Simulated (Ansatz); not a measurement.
```
CELL_PARAMETERS angstrom
-4.81327 2.77894 -5.14592
4.81327 2.77894 -5.14592
0.00000 -5.55788 -5.14592
ATOMIC_POSITIONS crystal
Mg 0.69333 0.02743 0.02930
Mg 0.02930 0.35999 0.36076
Mg 0.69333 0.69597 0.36076
Mg 0.36076 0.35999 0.02930
Mg 0.02930 0.02743 0.69333
Mg 0.69343 0.36010 0.69343
Mg 0.02871 0.69537 0.02871
Mg 0.36076 0.69597 0.69333
Mg 0.97464 0.97301 0.30635
Mg 0.30635 0.97301 0.97464
Mg 0.63688 0.30355 0.30580
Mg 0.30635 0.64131 0.30635
Mg 0.97194 0.30586 0.97194
Mg 0.63688 0.97247 0.63688
Mg 0.30580 0.30355 0.63688
Mg 0.63919 0.63861 0.97194
Mg 0.97194 0.63861 0.63919
```

All numbers below come from Ansatz, DFT PBE, scalar-relativistic, plane waves, PAW.

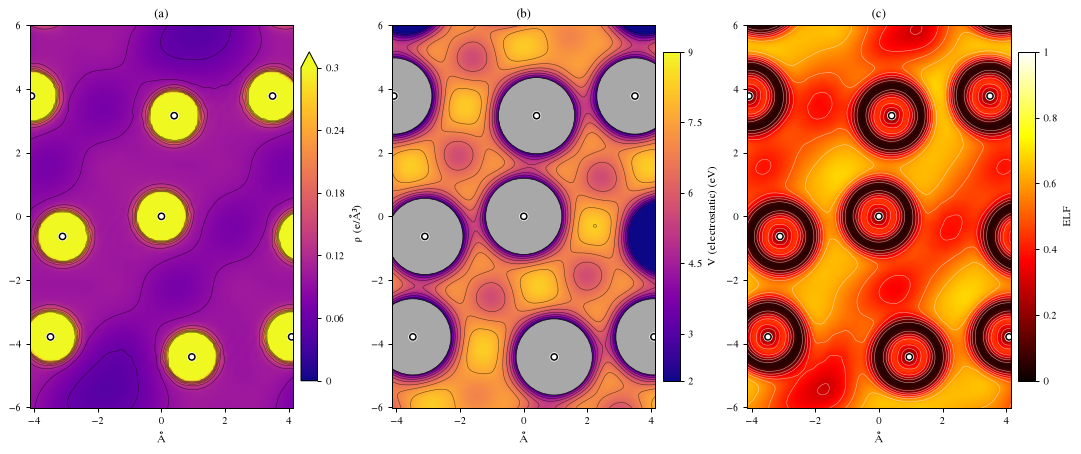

Mg (cell with a defect). (a) valence electron density; (b) electrostatic potential energy of an electron; (c) electron localisation function on the (11̄0) plane of the calculation cell. Circles mark the nuclei in the plane (Mg). Grey discs cover the atomic cores in the potential map.

In a PAW calculation such maps are meaningful between the atoms, not at the nuclei.

Q: Read the bonding off the picture.

A: The plane passes through Mg nuclei. Mg–Mg (3.17 Å): ρ is about 0.1 e/Å³ halfway; the ELF reaches about 0.55 near the midpoint. Mg–Mg (3.19 Å): ρ at the midpoint is about 0.1 e/Å³; the ELF reaches about 0.55 near the midpoint. Between the atoms the lowest density in this plane is 0.05 e/Å³. Outside the cores the potential energy rises away from the atoms and is highest about 2.2 Å from the nearest atoms; its zero is arbitrary.
